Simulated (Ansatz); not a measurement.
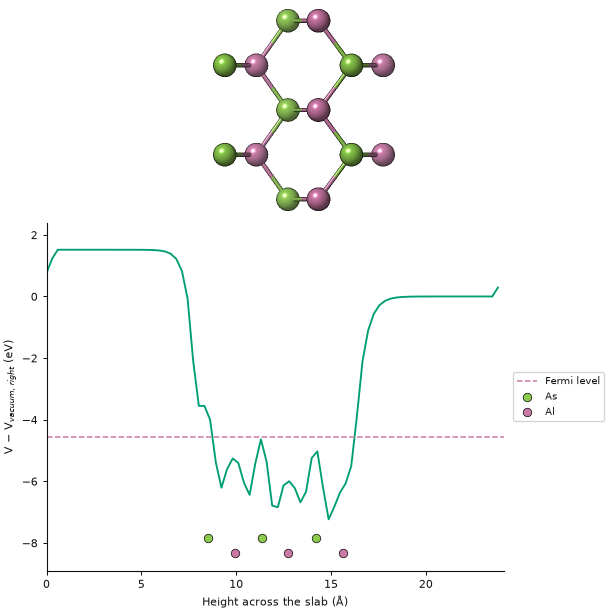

Plane-averaged electrostatic potential energy of an electron across the slab; circles at the bottom mark the heights of the atoms (positions after relaxation). The structure is drawn too.

Calculation on a (100) slab cut from AlAs (F-43m), ended by Al above and As below, 6 atoms in the cell.

Method: DFT PBEsol, scalar-relativistic, plane waves, PAW, no spin polarisation, 7×7×1 k mesh, 420 eV cutoff (Ansatz 0.2.0).

> What is the work function?

The work function is 4.55 eV at the right face and 6.06 eV at the left.

> How thick are slab and vacuum?

The outermost atoms are 7.1 Å apart, which leaves 17.0 Å of vacuum in a cell 24.1 Å high.

> Do the two faces differ, and what does that say about the slab's dipole?

The vacuum level is 1.52 eV higher at the left than at the right, so the slab carries a dipole along its normal; the ramp in the vacuum, at or near the edge of the plot, is the dipole correction that keeps each side flat. Some atoms were held fixed in the relaxation, which can itself make the faces differ.
